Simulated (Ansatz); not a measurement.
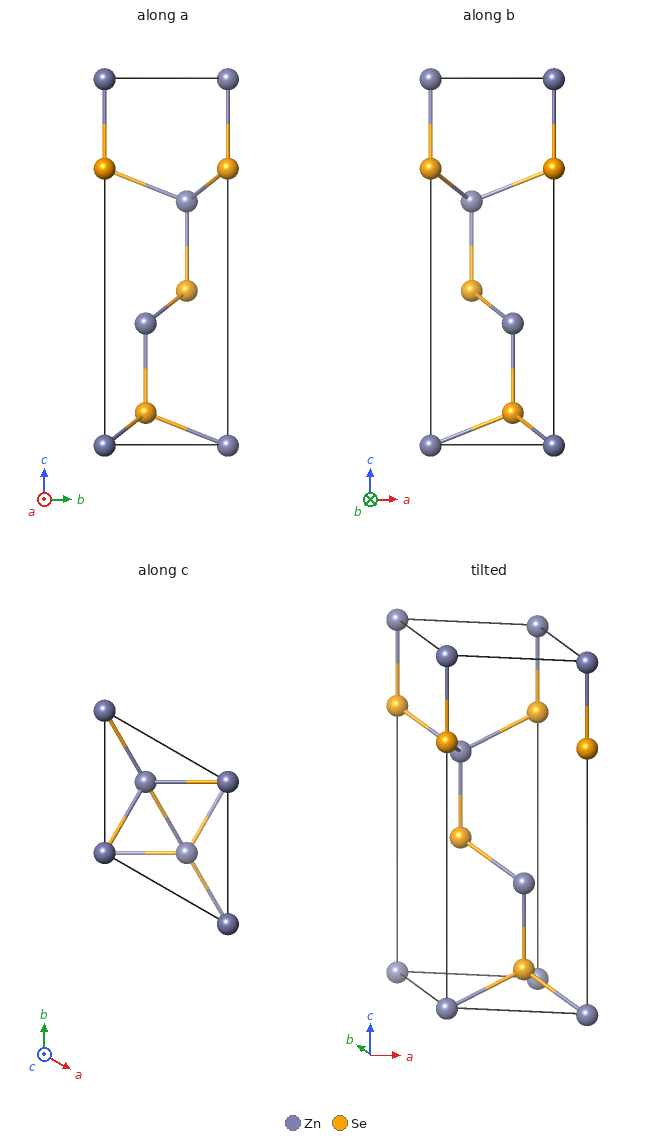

View along the a axis, along the b axis, along the c axis and slightly off an axis, drawn as a ball-and-stick model. The edges of the conventional unit cell are marked.

Lattice parameters: a = 3.885 Å, b = 3.885 Å, c = 10.004 Å, α = 90.00°, β = 90.00°, γ = 120.00°.

Question: From the views, write a table of Wyckoff sites, with free fractional coordinates to two decimals.

Answer: Space group R3m:H (No. 160).
| atom | site | x | y | z |
| --- | --- | --- | --- | --- |
| Zn | 3a | 0.6667 | 0.3333 | 0.33 |
| Se | 3a | 0.6667 | 0.3333 | 0.09 |

The model was built from a structure type filled with these elements by a generator (whether the compound takes this form wasn't checked). The cell was then strained or its atoms displaced on purpose. A calculation with Ansatz used it as input.
